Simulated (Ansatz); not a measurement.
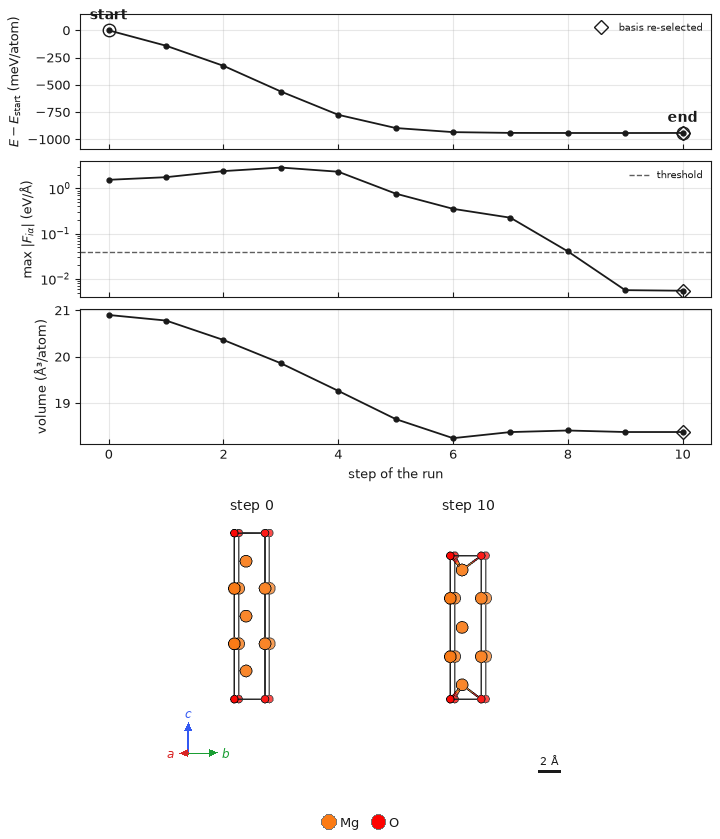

First and last geometry of a relaxation of a crystal of Mg₅O (a generated structure, set up in P-6m2) (coarse preliminary run), with the history of the run. A ball-and-stick model of the cell of the calculation, seen from a free direction.

Computed with DFT PBE, scalar-relativistic, plane waves, PAW in Ansatz.

The input:
```yaml
crystal:
  lattice:
    - [3.07013435, 0.0, 0.0]
    - [-1.53506718, 2.65881434, 0.0]
    - [0.0, 0.0, 15.36260245]
  atoms:
    - { symbol: Mg, position: [0.66666667, 0.33333333, 0.16976275] }
    - { symbol: Mg, position: [0.0, 0.0, 0.33336717] }
    - { symbol: Mg, position: [0.66666667, 0.33333333, 0.5] }
    - { symbol: Mg, position: [0.0, 0.0, 0.66663283] }
    - { symbol: Mg, position: [0.66666667, 0.33333333, 0.83023725] }
    - { symbol: O, position: [0.0, 0.0, 0.0], spin: 1.0 }
basis:
  ecutwfc: 420
kpoints:
  mp_grid: { grid: [6, 6, 1] }
hamiltonian:
  xc: pbe
scf:
  occupations: { method: gaussian, width: 0.1 }
  lower_state_search: "off"
output:
  forces: true
  stress: true
  eigenvalues: true
  populations: true
magnetization:
  spin_polarized: true
relax:
  adjacent_minimum: "off"
  f_tol: 0.04
  max_steps: 70
  cell: { stress_tol: 0.4 }
```

Command:
```bash
ansatz run input.yaml --threads 1 --pin off --max-ram 2560MiB --backend cpu --events-out ev --progress --plain --runs-dir out
```

### What do the curves and the structures tell?

It converged. Over 9 accepted moves (10 points after the start) the energy falls by 941 meV per atom. Largest force component: 1.6 eV/Å at the start, 0.0055 eV/Å at the end. Pressure: 0.06 GPa at the start and −0.08 GPa at the end. The SCF was repeated once at an unchanged geometry on a basis and grid sized afresh for the cell, which shifted the energy by 0.5 meV per atom at most. The largest moves relative to the cell, 0.93 Å, are those of Mg1 and Mg5. Mg1 goes along −c. O stays in place. The drawn cell changes as follows: a = b 3.070 → 3.098 Å (+0.9 %), c 15.363 → 13.269 Å (−13.6 %); the volume changes by −12.1 %. Some distances before and after: Mg1–Mg5 5.216 → 2.644 Å, Mg1–O6 3.153 → 2.224 Å. New bonds form: Mg1–O6 (3.15 → 2.22 Å), Mg5–O6 (3.15 → 2.22 Å). The space group stays P-6m2 (No. 187). The program noted that the starting moments weren't kept. Cost: 89 s on 1 thread of Intel(R) Xeon(R) Platinum 8259CL CPU @ 2.50GHz (Skylake/Cascade Lake), on a shared host, peak memory 0.43 GiB.

```tsv
step	E − E(0), meV/atom	largest force component, eV/Å	pressure, GPa	volume, Å³/atom	note
0	0.00	1.5553	0.06	20.901	
1	-141.17	1.7774	-1.75	20.781	
2	-325.35	2.4228	-3.03	20.362	
3	-560.76	2.9039	-3.71	19.860	
4	-774.53	2.3471	-3.00	19.265	
5	-895.60	0.7704	-0.89	18.658	
6	-933.36	0.3550	0.48	18.246	
7	-940.48	0.2260	-0.19	18.377	
8	-941.19	0.0408	-0.12	18.411	
9	-941.43	0.0057	-0.03	18.378	
10	-940.90	0.0055	-0.08	18.378	same geometry, new basis
```
